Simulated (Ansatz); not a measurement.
System: Si, space group I4/mmm (No. 139).

The given structure:
```yaml
crystal:
  lattice:
    - [-3.32544, 3.32544, 1.92239]
    - [3.32544, -3.32544, 1.92239]
    - [3.32544, 3.32544, -1.92239]
  atoms:
    - { symbol: Si, position: [0.82120, 0.17880, 0.00000] }
    - { symbol: Si, position: [0.17880, 0.82120, 0.00000] }
    - { symbol: Si, position: [0.82120, 0.82120, 0.64240] }
    - { symbol: Si, position: [0.17880, 0.17880, 0.35760] }
```

Calculation (Ansatz 0.2.0): plane-wave DFT, no spin polarisation; energies at scaled volumes of the given cell, shape and fractions fixed, counted from the fit's minimum, third-order Birch-Murnaghan fit. Level: r2SCAN.

- k mesh: 8×8×8
- occupations: Fermi–Dirac
- smearing width: 0.05 eV
- potentials: Ansatz PAW
- wave cutoff: 500 eV
- density cutoff: 2000 eV

What does the calculation give for the energy and pressure against volume? The volume takes the values 19.98, 20.41, 20.83, 21.26, 21.68, 22.11, 22.53 Å³/atom.

A third-order Birch–Murnaghan fit gives V0 = 21.28 Å³/atom, B0 = 89.4 GPa and B′ = 4.2. The energy is 24.59 meV/atom at volume 19.98 Å³/atom and 18.66 meV/atom at 22.53 Å³/atom; the lowest computed point is at volume 21.26 Å³/atom (0.00 meV/atom). The pressure falls from 6.41 GPa at volume 19.98 Å³/atom to −4.53 GPa at 22.53 Å³/atom, and changes sign near 21.28 Å³/atom.

| volume (Å³/atom) | energy (meV/atom) | pressure (GPa) |
| --- | --- | --- |
| 19.98 | 24.59 | 6.41 |
| 20.41 | 10.72 | 4.08 |
| 20.83 | 2.71 | 1.98 |
| 21.26 | 0.00 | 0.09 |
| 21.68 | 2.07 | −1.62 |
| 22.11 | 8.43 | −3.15 |
| 22.53 | 18.66 | −4.53 |

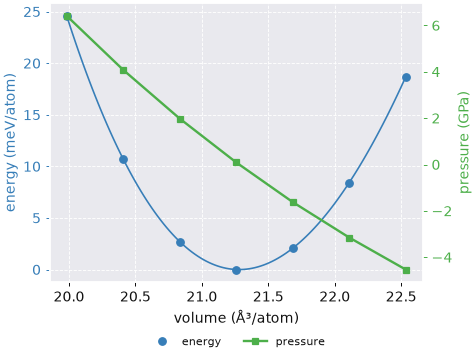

Note: shape and atomic fractions are frozen while scaling, which makes layered, chain and framework solids too stiff.
